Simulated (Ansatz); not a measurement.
System: Ti.

The calculation's input:

```
crystal:
  lattice:
    - [2.9357969427, 0.0, 0.0]
    - [-1.4678984714, 2.5424747328, 0.0]
    - [0.0, 0.0, 4.7752786928]
  atoms:
    - { symbol: Ti, position: [0.3333333333, 0.6666666667, 0.25] }
    - { symbol: Ti, position: [0.6666666667, 0.3333333333, 0.75] }
basis:
  ecutwfc: 500
kpoints:
  mp_grid: { grid: [24, 24, 12] }
hamiltonian:
  xc: r2scan
scf:
  occupations: { method: gaussian, width: 0.1 }
output:
  forces: true
  stress: true
  eigenvalues: true
  write_density: true
  write_potential: true
  elf: true
  volumetric_format: npy
```

Run with:

```sh
ansatz run input.yaml --threads 1 --pin off --max-ram 2560MiB --backend cpu --events-out ev --progress --plain --runs-dir out
```

Below, planes, directions and counts refer to the conventional cell (a = 2.94 Å, b = 2.94 Å, c = 4.78 Å, α = 90.00°, β = 90.00°, γ = 120.00°).

Space group P6₃/mmc; changed on purpose from its base cell (strain along c alone, the other axes held, atoms relaxed: +3.0 %); computed pressure about −3 GPa in this cell; computed without spin polarisation.

These are results of DFT r2SCAN, scalar-relativistic, plane waves, PAW in Ansatz, not measurements.

Q: What will maps of the valence pseudo-density and electron localisation function show?

A: Ti–Ti (2.94 Å): the density is about 0.19 e/Å³ at the midpoint; the ELF is about 0.25 at the midpoint: no localised pair shows between them.
The ELF has a maximum of about 0.75 in the space between the atoms, on no atom or two-centre bond.

Q: Does the calculation give a band gap?

A: It is metallic or semimetallic at this level of theory: no gap opens.

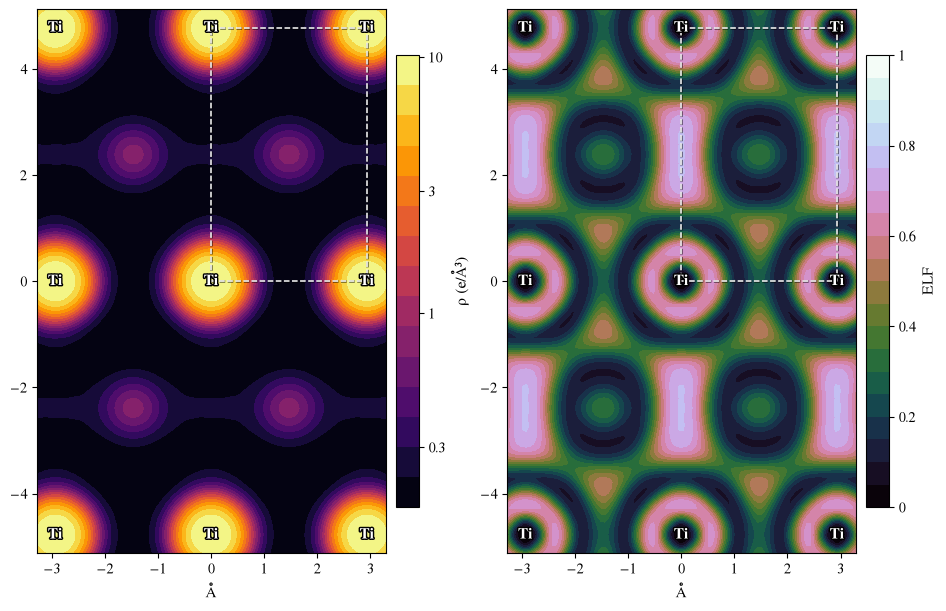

Computed valence pseudo-density and electron localisation function on the (010) plane of the conventional cell, in this order. Atoms just off the plane (Ti, 0.8 Å away) can leave unmarked features too.

In a PAW calculation such maps are meaningful between the atoms, not at the nuclei.
